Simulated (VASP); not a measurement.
**Band-structure run, with input and output: Al2O3 (part 2 of 2)**

The same run, continued: Al2O3 (10 atoms in the cell); Kohn-Sham DFT of a periodic cell, revTPSS, VASP PAW PBE potentials, recommended, no spin polarisation (VASP 6.6.1); cutoff 520 eV, 6×3×9 k-mesh, fermi-dirac of 0.05 eV. The structure derives from a Materials Project entry.

Geometry of the input (Å; fractional positions):
```
4.6138  0.0000  0.0000
0.0000  9.5633  0.0000
0.0000  0.0000  3.1199
Al 0.9830  0.8246  0.0000
Al 0.0170  0.1754  0.0000
Al 0.4830  0.6754  0.5000
Al 0.5170  0.3246  0.5000
O  0.5000  0.5000  0.5000
O  0.1236  0.7530  0.5000
O  0.3764  0.2530  0.0000
O  0.6236  0.7470  0.0000
O  0.0000  0.0000  0.0000
O  0.8764  0.2470  0.5000
```

Parts of OUTCAR, continued:
```
   IVDW    =     0    specifies the selected vdW correction
   LEPSILON=     F    determine dielectric tensor
   LRPA    =     F    only Hartree local field effects (RPA)
 non-spin polarized calculation
  energy-cutoff  :      520.00
  volume of cell :      137.66
 maximum number of plane-waves:      3737
 NGX is ok and might be reduce to    36
   NGX = 17   NGY = 35   NGZ = 11

 number of electron      48.0000028 magnetization

 Free energy of the ion-electron system (eV)
  ---------------------------------------------------
  ext. energy  EPLUGINS =         0.00000000
  ---------------------------------------------------
  free energy    TOTEN  =       -88.90743933 eV

  energy without entropy =      -88.90743933  energy(sigma->0) =      -88.90743933

 E-fermi :   2.9046     XC(G=0):  -8.9231     alpha+bet :-10.3964

 val. band max:        1.7571917281   @ k =   0.0000   0.0000   0.0000
 cond. band min:       5.4420992134   @ k =   0.0000   0.0000   0.0000
 fundamental gap:      3.6849074854
 Fermi energy:         2.9045806748

 k-point     1 :       0.0000    0.0000    0.0000
  band No.  band energies     occupation
      1     -17.8532      2.00000
      2     -17.7829      2.00000
      3     -16.5555      2.00000
      4     -16.5311      2.00000
      5     -15.2283      2.00000
      6     -15.1206      2.00000
      7      -5.0305      2.00000
      8      -4.5339      2.00000
      9      -2.9418      2.00000
     10      -2.5300      2.00000
     11      -2.5225      2.00000
     12      -2.4917      2.00000
     13      -1.9512      2.00000
     14      -1.5158      2.00000
     15      -1.5154      2.00000
     16      -1.2593      2.00000
     17      -1.2451      2.00000
     18      -0.4687      2.00000
     19       0.1233      2.00000
     20       0.4391      2.00000
     21       0.6963      2.00000
     22       1.2333      2.00000
     23       1.6958      2.00000
     24       1.7572      2.00000
     25       5.4421      0.00000
     26       6.9787      0.00000
     27       8.1306      0.00000
     28       8.8431      0.00000
     29       9.1247      0.00000
     30       9.9807      0.00000

 k-point     2 :       0.1667    0.0000    0.0000
  band No.  band energies     occupation
      1     -17.7786      2.00000
      2     -17.7094      2.00000
      3     -16.6599      2.00000
      4     -16.6274      2.00000
      5     -15.2152      2.00000
      6     -15.1243      2.00000
      7      -4.8580      2.00000
      8      -4.3341      2.00000
      9      -2.8236      2.00000
     10      -2.7038      2.00000
     11      -2.4488      2.00000
     12      -2.4186      2.00000
     13      -1.8814      2.00000
     14      -1.8252      2.00000
     15      -1.3780      2.00000
     16      -1.3578      2.00000
     17      -1.3412      2.00000
     18      -0.4819      2.00000
     19      -0.1647      2.00000
     20       0.1528      2.00000
     21       0.7047      2.00000
     22       1.1791      2.00000
     23       1.7023      2.00000
     24       1.7551      2.00000
     25       5.8699      0.00000
     26       7.2978      0.00000
     27       8.2496      0.00000
     28       8.8938      0.00000
     29       9.2732      0.00000
     30      10.0958      0.00000

 k-point     3 :       0.3333    0.0000    0.0000
  band No.  band energies     occupation
      1     -17.5678      2.00000
      2     -17.5021      2.00000
      3     -16.9272      2.00000
      4     -16.8801      2.00000
      5     -15.1863      2.00000
      6     -15.1361      2.00000
      7      -4.3952      2.00000
      8      -3.7874      2.00000
      9      -3.1639      2.00000
     10      -2.4867      2.00000
     11      -2.3286      2.00000
     12      -2.2410      2.00000
     13      -2.2124      2.00000
     14      -1.6604      2.00000
     15      -1.6142      2.00000
     16      -1.5930      2.00000
     17      -1.5348      2.00000
     18      -0.6880      2.00000
     19      -0.5162      2.00000
     20      -0.3775      2.00000
     21       0.7521      2.00000
     22       1.0337      2.00000
     23       1.7180      2.00000
     24       1.7481      2.00000
     25       6.8682      0.00000
     26       7.9636      0.00000
     27       8.4630      0.00000
     28       8.7799      0.00000
     29       9.6167      0.00000
     30      10.2270      0.00000

 k-point     4 :       0.5000    0.0000    0.0000
  band No.  band energies     occupation
      1     -17.2611      2.00000
      2     -17.2611      2.00000
      3     -17.2024      2.00000
      4     -17.2024      2.00000
      5     -15.1574      2.00000
      6     -15.1574      2.00000
      7      -3.7776      2.00000
      8      -3.7776      2.00000
      9      -3.0423      2.00000
     10      -3.0423      2.00000
     11      -2.0021      2.00000
     12      -2.0021      2.00000
     13      -1.9395      2.00000
     14      -1.9395      2.00000
     15      -1.9140      2.00000
     16      -1.9140      2.00000
     17      -1.2509      2.00000
     18      -1.2509      2.00000
     19      -0.5377      2.00000
     20      -0.5377      2.00000
     21       0.8679      2.00000
     22       0.8679      2.00000
     23       1.7351      2.00000
     24       1.7351      2.00000
     25       7.9752      0.00000
     26       7.9752      0.00000
     27       8.4691      0.00000
     28       8.4691      0.00000
     29       9.9907      0.00000
     30       9.9907      0.00000

 k-point     5 :       0.0000    0.3333    0.0000
  band No.  band energies     occupation
      1     -17.8363      2.00000
      2     -17.8011      2.00000
      3     -16.5487      2.00000
      4     -16.5366      2.00000
      5     -15.2014      2.00000
      6     -15.1477      2.00000
      7      -4.9159      2.00000
      8      -4.6682      2.00000
      9      -2.8996      2.00000
     10      -2.7396      2.00000
     11      -2.5149      2.00000
     12      -2.4995      2.00000
     13      -1.6840      2.00000
     14      -1.5535      2.00000
     15      -1.3094      2.00000
     16      -1.2557      2.00000
     17      -1.2486      2.00000
     18      -0.7475      2.00000
     19       0.1686      2.00000
     20       0.3028      2.00000
     21       0.8873      2.00000
     22       1.1312      2.00000
     23       1.7111      2.00000
     24       1.7418      2.00000
     25       5.7646      0.00000
     26       6.4920      0.00000
     27       8.3205      0.00000
     28       8.6512      0.00000
     29       9.5441      0.00000
     30      10.1450      0.00000

 [... the levels of 18 k-points are left out ...]

 k-point    24 :       0.5000    0.3333    0.2222
  band No.  band energies     occupation
      1     -17.1017      2.00000
      2     -17.1017      2.00000
      3     -17.0623      2.00000
      4     -17.0623      2.00000
      5     -15.0969      2.00000
      6     -15.0969      2.00000
      7      -4.2170      2.00000
      8      -4.2170      2.00000
      9      -3.8371      2.00000
     10      -3.8371      2.00000
     11      -2.5883      2.00000
     12      -2.5883      2.00000
     13      -2.0576      2.00000
     14      -2.0576      2.00000
     15      -1.3774      2.00000
     16      -1.3774      2.00000
     17      -0.7537      2.00000
     18      -0.7537      2.00000
     19      -0.5625      2.00000
     20      -0.5625      2.00000
     21       0.9282      2.00000
     22       0.9282      2.00000
     23       1.2009      2.00000
     24       1.2009      2.00000
     25       8.9450      0.00000
     26       8.9450      0.00000
     27       9.0354      0.00000
     28       9.0354      0.00000
     29      10.4127      0.00000
     30      10.4127      0.00000

 [... further k-points ...]

------------------------ aborting loop because EDIFF is reached ----------------------------------------

  FORCE on cell =-STRESS in cart. coord.  units (eV):
  Direction    XX          YY          ZZ          XY          YZ          ZX
  --------------------------------------------------------------------------------------
  -------------------------------------------------------------------------------------
  Total       -0.2154984      0.4209032     -4.1628724     -0.0000000      0.0000000      0.0000000
  in kB       -2.5081635      4.8988488    -48.4512372     -0.0000000      0.0000000      0.0000000
  external PRESSURE =     -15.3535173 kB  Pullay stress =       0.0000000 kB

 VOLUME and BASIS-vectors are now :
 -----------------------------------------------------------------------------
  energy-cutoff  :      520.00
  volume of cell :      137.66
      direct lattice vectors                 reciprocal lattice vectors
     4.613777000  0.000000000  0.000000000     0.216742162  0.000000000  0.000000000
     0.000000000  9.563279000  0.000000000     0.000000000  0.104566645  0.000000000
     0.000000000  0.000000000  3.119862000     0.000000000  0.000000000  0.320526998

 POSITION                                       TOTAL-FORCE (eV/Angst)
 -----------------------------------------------------------------------------------
      4.53523      7.88562      0.00000        -0.043787     -0.051846      0.000000
      0.07855      1.67766      0.00000         0.043787      0.051846      0.000000
      2.22834      6.45930      1.55993        -0.043787      0.051846      0.000000
      2.38544      3.10398      1.55993         0.043787     -0.051846      0.000000
      2.30689      4.78164      1.55993         0.000000      0.000000      0.000000
      0.57042      7.20163      1.55993         0.151419     -0.109758     -0.000000
      1.73646      2.41999      0.00000        -0.151419     -0.109758      0.000000
      2.87731      7.14329      0.00000         0.151419      0.109758     -0.000000
      0.00000      0.00000      0.00000         0.000000      0.000000      0.000000
      4.04335      2.36165      1.55993        -0.151419      0.109758      0.000000
 -----------------------------------------------------------------------------------
    total drift:                                0.000000     -0.000000     -0.000000

  FREE ENERGIE OF THE ION-ELECTRON SYSTEM (eV)
  ---------------------------------------------------
  free  energy   TOTEN  =       -88.9074393255 eV

  energy  without entropy=      -88.9074393255  energy(sigma->0) =      -88.90743933
```

CONTCAR:
```
Al2O3
   1.00000000000000
     4.6137769999999998    0.0000000000000000    0.0000000000000000
     0.0000000000000000    9.5632789999999996    0.0000000000000000
     0.0000000000000000    0.0000000000000000    3.1198619999999999
  Al              O
     4     6
Direct
     0.9829750000000033    0.8245730000000009    0.0000000000000000
     0.0170249999999967    0.1754269999999991    0.0000000000000000
     0.4829750000000033    0.6754269999999991    0.5000000000000000
     0.5170249999999967    0.3245730000000009    0.5000000000000000
     0.5000000000000000    0.5000000000000000    0.5000000000000000
     0.1236350000000002    0.7530500000000018    0.5000000000000000
     0.3763649999999998    0.2530500000000018    0.0000000000000000
     0.6236350000000002    0.7469499999999982    0.0000000000000000
     0.0000000000000000    0.0000000000000000    0.0000000000000000
     0.8763649999999998    0.2469499999999982    0.5000000000000000

  0.00000000E+00  0.00000000E+00  0.00000000E+00
  0.00000000E+00  0.00000000E+00  0.00000000E+00
  0.00000000E+00  0.00000000E+00  0.00000000E+00
  0.00000000E+00  0.00000000E+00  0.00000000E+00
  0.00000000E+00  0.00000000E+00  0.00000000E+00
  0.00000000E+00  0.00000000E+00  0.00000000E+00
  0.00000000E+00  0.00000000E+00  0.00000000E+00
  0.00000000E+00  0.00000000E+00  0.00000000E+00
  0.00000000E+00  0.00000000E+00  0.00000000E+00
  0.00000000E+00  0.00000000E+00  0.00000000E+00
```

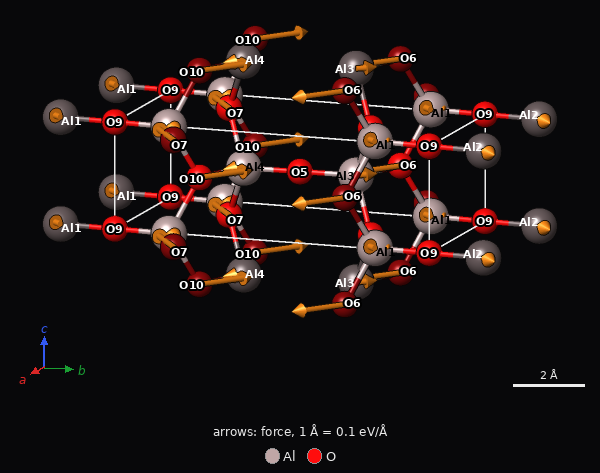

Figure 1. Forces on the atoms as orange arrows (ball-and-stick view of the cell of the calculation, seen slightly off an axis; neighbours outside the cell are drawn fainter; atoms are numbered from 1 in the order of the input). The largest act on O6, O7, O8, O10 (0.19 eV/Å); all 4 Al atoms (0.07 eV/Å). The geometry is not a stationary point of this energy.
